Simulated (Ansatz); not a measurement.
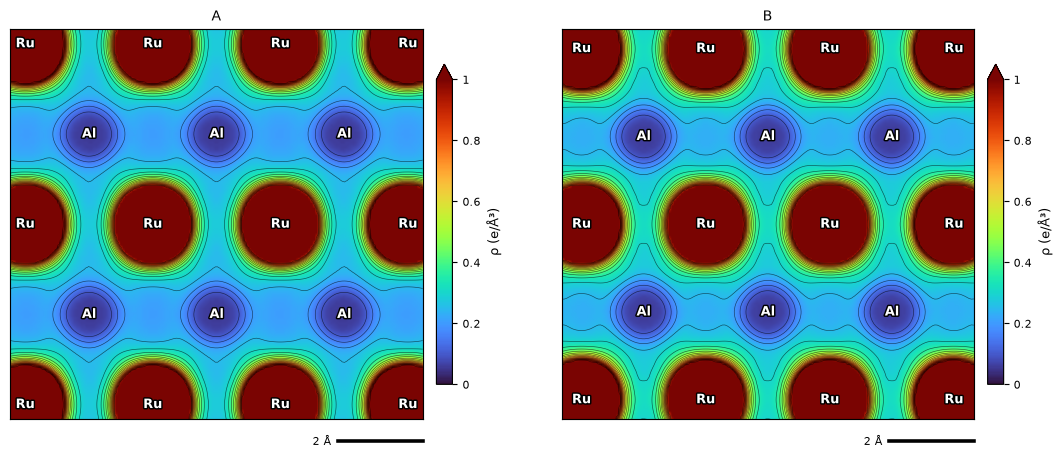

AlRu. The valence pseudo-density of two cells that differ in size, on the (011̄) plane of each (indices in the axes of the calculation cell), at one length scale and on one colour scale; one has 12.6 and the other 13.7 Å³ an atom.

The calculation used Kohn-Sham DFT of a periodic cell, r2SCAN, Ansatz PAW (Ansatz).

In a PAW calculation such maps are meaningful between the atoms, not at the nuclei.

Which panel shows the smaller cell, and what does the compression change?

Panel B is the smaller cell, by 8 % in volume. From the larger cell to the smaller, Al–Ru goes from 2.61 to 2.54 Å, and the density at its midpoint from 0.34 to 0.39 e/Å³; the pressure goes from −6 to 13 GPa.
